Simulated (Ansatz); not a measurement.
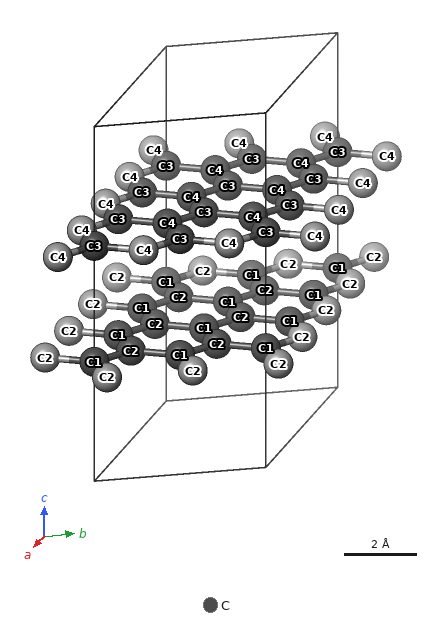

**Figure 1.** The input geometry of run 1 (ball-and-stick view of the 3 × 2 repeat of the cell, with the vacuum cut short, seen slightly off an axis; neighbours outside the cell are drawn fainter; atoms are numbered from 1 in the order of the input).

## C: a changed input and its effect

System: C (slab, 4 atoms in the cell).
Method of run 1: DFT HSE06, scalar-relativistic, plane waves, PAW, no spin polarisation (Ansatz 0.2.0).

The structure derives from a Materials Project entry. Text and figures count atoms from 1; the logs count them from 0 in places.

## Input, run 1
```yaml
crystal:
  lattice:
    - [2.4652993205, 0.0, 0.0]
    - [-1.2326496602, 2.1350118395, 0.0]
    - [0.0, 0.0, 32.7441729557]
  atoms:
    - { symbol: C, position: [0.0, 0.0, 0.4480190564] }
    - { symbol: C, position: [0.6666666667, 0.3333333333, 0.448005936] }
    - { symbol: C, position: [0.0, 0.0, 0.5519809436] }
    - { symbol: C, position: [0.3333333333, 0.6666666667, 0.551994064] }
  periodic: [true, true, false]
basis:
  ecutwfc: 420
kpoints:
  mp_grid: { grid: [9, 9, 1] }
  band_path:
    path: [[0.0, 0.0, 0.0], [0.5, 0.0, 0.0], [0.3333333333, 0.3333333333, 0.0]]
    npoints: 1
hamiltonian:
  xc: hse06
scf:
  occupations: { method: gaussian, width: 0.1 }
  n_extra_bands: 6
output:
  eigenvalues: true
  write_density: true
  write_potential: true
  elf: true
  volumetric_format: npy
```

Launched with:
```bash
ansatz run input.yaml --threads 1 --pin off --max-ram 2560MiB --backend cpu --events-out ev --progress --plain --runs-dir out
```

Hardware: 1 thread of Intel Xeon (Granite Rapids), 192 GiB of memory available, shared host.

## Output, shortened to warnings, some set-up lines, iterations and results (run 1)
```
WARN: The output density's exchange-correlation potential varies sharply where the density is thin. Do not read a vacuum level from v_tot or v_xc, or from such a field of the output density. On a cell that repeats whose density bears no net charge and no dipole along the vacuum's axis use v_es (v_loc + v_h of the components); under efield.dipole_correction with no amplitude use v_es + v_field, …
Basis set: ecut = 420 eV, 3247 PW (Γ)
Symmetry: 12 space group operations
k-points: 12 of 81
Initial density: superposition of atomic densities (neutral atoms: chi_scale 0, normalization atom), corrected by the library's trained network
[...]
SCF iter   1: F=—  HF=-1003.726357 eV  |F-HF|=—  |Δ(HF+E_count)|=         —  Δρ=1.58e-3  dr2=5.39e-3  ethr=1.77e-3  ⟨swp⟩=15.3  Hψ=1183  notcnv=1
SCF iter   2: F=—  HF=-1003.727024 eV  |F-HF|=—  |Δ(HF+E_count)|=   6.67e-4  Δρ=9.11e-4  dr2=2.56e-3  ethr=3.37e-5  ⟨swp⟩=3.3  Hψ=388  notcnv=0  defer=4
SCF iter   3: F=—  HF=-1003.726746 eV  |F-HF|=—  |Δ(HF+E_count)|=   2.79e-4  Δρ=3.32e-4  dr2=4.05e-4  ethr=1.60e-5  ⟨swp⟩=4.7  Hψ=489  notcnv=0  defer=3
SCF iter   4: F=—  HF=-1003.726684 eV  |F-HF|=—  |Δ(HF+E_count)|=   6.16e-5  Δρ=1.19e-4  dr2=6.02e-5  ethr=2.53e-6  ⟨swp⟩=3.1  Hψ=333  notcnv=0
SCF iter   5: F=—  HF=-1003.726686 eV  |F-HF|=—  |Δ(HF+E_count)|=   1.80e-6  Δρ=5.02e-5  dr2=4.71e-6  ethr=2.86e-8  ⟨swp⟩=2.2  Hψ=613  notcnv=0
[... 10 lines ...]
SCF iter   5: F=-1003.732696 eV  HF=-1003.732698 eV  |F-HF|=1.38e-6  |Δ(HF+E_count)|=   4.57e-5  Δρ=4.29e-5  dr2=2.14e-6  ethr=3.52e-8  ⟨swp⟩=4.6  Hψ=531  notcnv=0  defer=7
SCF 2 stopped early in 5 iterations: F = -1003.732696 eV  dr2 = 2.14e-6
SCF iter   1: F=—  HF=-1003.732803 eV  |F-HF|=—  |Δ(HF+E_count)|=         —  Δρ=2.56e-5  dr2=5.51e-7  ethr=6.89e-7  ⟨swp⟩=9.2  Hψ=565  notcnv=1
SCF iter   2: F=-1003.732803 eV  HF=-1003.732803 eV  |F-HF|=4.68e-9  |Δ(HF+E_count)|=   1.78e-8  Δρ=6.96e-6  dr2=5.89e-8  ethr=1.80e-10  ⟨swp⟩=3.7  Hψ=716  notcnv=0  defer=3
SCF 3 converged in 2 iterations: F = -1003.732803 eV  dr2 = 5.89e-8
hybrid outer 2: dexx = +3.396e-7 eV, tail = 1.30e-7 eV, Δε = 2.94e-3 eV (about 2.45e-4 eV left of the loop's levels)
NSCF: frozen V_eff on 3 k-points
WARN: The output density's exchange-correlation potential varies sharply where the density is thin. Do not read a vacuum level from v_tot or v_xc, or from such a field of the output density. On a cell that repeats whose density bears no net charge and no dipole along the vacuum's axis use v_es …
hybrid SCF converged: 2 outer / 7 inner (+10 warm-up), last move |dexx| = 3.40e-7 eV, tail = 1.30e-7 eV
[...]
```

For run 2 the input was changed thus:
```diff
-  xc: hse06
+  xc: pbe
+  dispersion: d3bj
+  forces: true
+  stress: true
-  write_density: true
-  write_potential: true
-  elf: true
-  volumetric_format: npy
```

Predict how the results change.

The total energies belong to different models, so their difference says nothing on which is more stable or more accurate. The work function goes from 4.36 to 4.27 eV. The functional changes from HSE06 to PBE. The SCF takes 6 iterations against 17.

## Output, shortened to warnings, some set-up lines, iterations and results (run 2)
```
Basis set: ecut = 420 eV, 3247 PW (Γ), exchange–correlation on 36×36×450 points (8 copies of the dense FFT grid, shifted against one another)
Symmetry: 12 space group operations
k-points: 12 of 81
Initial density: superposition of atomic densities (neutral atoms: chi_scale 0, normalization atom), corrected by the library's trained network
[...]
SCF iter   1: F=—  HF=-1004.202403 eV  |F-HF|=—  |Δ(HF+E_count)|=         —  Δρ=1.55e-3  dr2=5.22e-3  ethr=1.77e-3  ⟨swp⟩=10.7  Hψ=1481  notcnv=0
SCF iter   2: F=—  HF=-1004.202845 eV  |F-HF|=—  |Δ(HF+E_count)|=   4.42e-4  Δρ=5.52e-4  dr2=1.10e-3  ethr=3.26e-5  ⟨swp⟩=3.5  Hψ=498  notcnv=0  defer=22
SCF iter   3: F=—  HF=-1004.202718 eV  |F-HF|=—  |Δ(HF+E_count)|=   1.27e-4  Δρ=2.08e-4  dr2=1.17e-4  ethr=6.86e-6  ⟨swp⟩=2.8  Hψ=289  notcnv=0  defer=22
SCF iter   4: F=—  HF=-1004.202738 eV  |F-HF|=—  |Δ(HF+E_count)|=   2.07e-5  Δρ=5.58e-5  dr2=5.46e-6  ethr=7.34e-7  ⟨swp⟩=3.3  Hψ=309  notcnv=0  defer=22
SCF iter   5: F=—  HF=-1004.202711 eV  |F-HF|=—  |Δ(HF+E_count)|=   2.75e-5  Δρ=2.01e-5  dr2=6.43e-7  ethr=3.41e-8  ⟨swp⟩=2.7  Hψ=299  notcnv=0  defer=22
SCF iter   6: F=-1004.202712 eV  HF=-1004.202712 eV  |F-HF|=3.26e-7  |Δ(HF+E_count)|=   1.22e-6  Δρ=5.61e-6  dr2=4.36e-8  ethr=6.25e-10  ⟨swp⟩=18.2  Hψ=1387  notcnv=0
SCF 1 converged in 6 iterations: F = -1004.202712 eV  dr2 = 4.36e-8
NSCF: frozen V_eff on 3 k-points
SCF converged after 6 iterations
Free energy (F): -1004.202712 eV
Harris-Foulkes:  -1004.202712 eV  (|F-HF|=3.26e-7)
Internal energy: -1004.199926 eV  (E = F + TS)
E sigma→0 (E₀):  -1004.201319 eV
Entropy (-TS):   -0.002786 eV (-0.697 meV/atom)
Fermi energy:    -4.272502 eV
--- Per-component energies (eV) ---
  E_band       = -214.563311
  E_kinetic    = 363.538259
  E_local      = -27731.971424  (includes V_loc(G=0)·N_el)
  E_nonlocal   = 109.194659
  E_hartree    = 13654.766781
  E_xc         = -191.954260
  E_vxc        = -237.648339  (∫ρ·V_xc dr)
  E_paw        = -397.373351  (= ΣΔE_a)
  E_vpaw       = -27.210908  (= ΣTr[D̂ρ^β])
  E_aug_tail   = 0.000030  (compensation charges beyond the density's cutoff)
  E_ewald      = 13190.073298
  E_disp       = -0.473918  (pairwise vdW)
  E_smearing   = -0.002786  (= −TS)
  E_closure    = 0.000000  (closes the sum)
  Σ components = -1004.202712   (vs F -1004.202712, Δ=0.00e0)
--- Forces (eV/Å), atoms counted from 1 ---
  atom   1  C     -0.00000000     0.00000000     0.01814625
  atom   2  C      0.00000000    -0.00000000    -0.00342143
  atom   3  C      0.00000000    -0.00000000    -0.01814625
  atom   4  C     -0.00000000     0.00000000     0.00342143
  max |Σ_I F_I| component: 7.40e-17 eV/Å
--- 2D stress c σ (N/m, compression-positive) ---
        0.128912      -0.000000       0.000000
       -0.000000       0.128912       0.000000
        0.000000       0.000000       0.000000
  P = ½ c Tr σ = 0.1289 N/m
  ° read free of the cell's end (the report's vacuum.weakly_bound_levels)
```

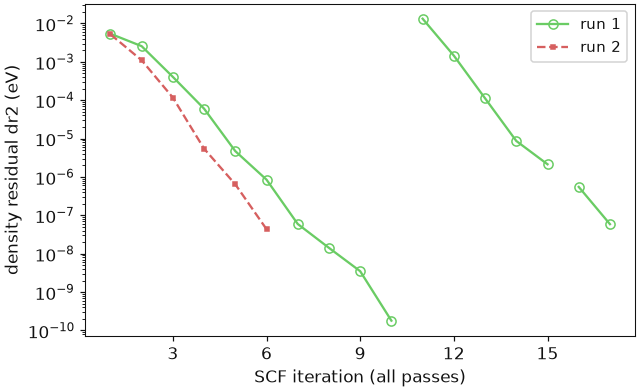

**Figure 2.** Convergence of the two runs: density residual dr2 against the SCF iteration. A break in a curve parts two SCF passes. Run 1 takes 17 iterations in all, and run 2 takes 6.

## The two runs side by side

| quantity | run 1 | run 2 |
| --- | --- | --- |
| outcome | converged | converged |
| free energy per atom (eV) | −250.9332 | −251.0507 |
| energy per atom, smearing taken to zero (eV) | −250.9329 | −251.0503 |
| gap on the mesh (eV) | 0.00 | 0.00 |
| work function (eV) | 4.36 | 4.27 |
| SCF iterations | 17 | 6 |
| irreducible k-points | 12 | 12 |
| plane waves at Γ | 3247 | 3247 |
| largest force (eV/Å) | – | 0.018 |
| wall time (shared host) | 91 s | 1.7 s |

For run 1: Warnings: the exchange-correlation potential is rough where the density is thin.
